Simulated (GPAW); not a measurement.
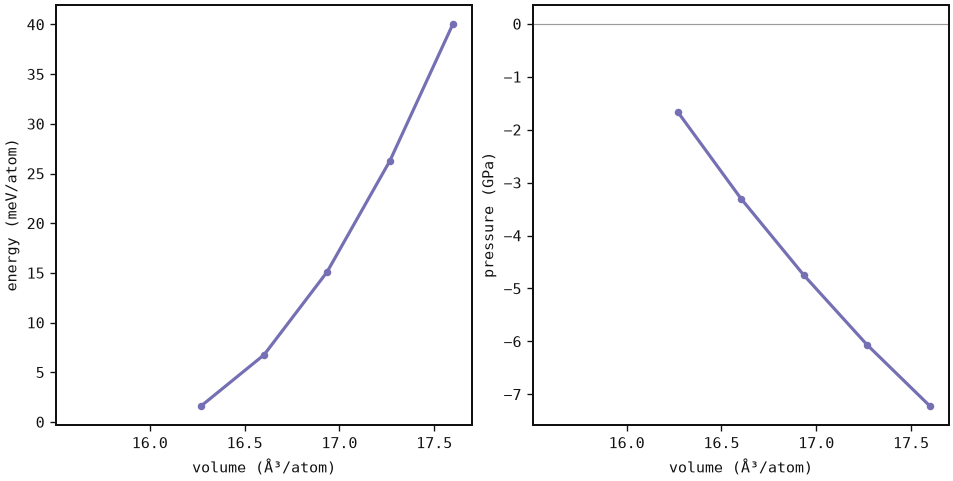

The picture above shows the energy and pressure against volume for Al, space group Fm-3m (No. 225).

Cell as given: a = 2.864 Å, b = 2.864 Å, c = 2.864 Å, α = 60.00°, β = 60.00°, γ = 60.00°; 1 atom.

Calculation (GPAW 26.7.0): PAW DFT in plane waves, on a grid or in atomic orbitals, no spin polarisation; energies at scaled volumes of the given cell, shape and fractions fixed, counted from the fit's minimum, third-order Birch-Murnaghan fit. Level: r2SCAN.

k mesh 11×11×11; occupations Fermi–Dirac; smearing width 0.05 eV; potentials GPAW PAW data sets (gpaw data 1.2.1); wave cutoff 600 eV; program settings basis pw.

The points at volume 15.61 Å³/atom and 15.94 Å³/atom are left out of the plot. What values does the calculation give there?

```
volume (Å³/atom)  energy (meV/atom)  pressure (GPa)
           15.61               2.39            2.17
           15.94               0.01            0.15
```
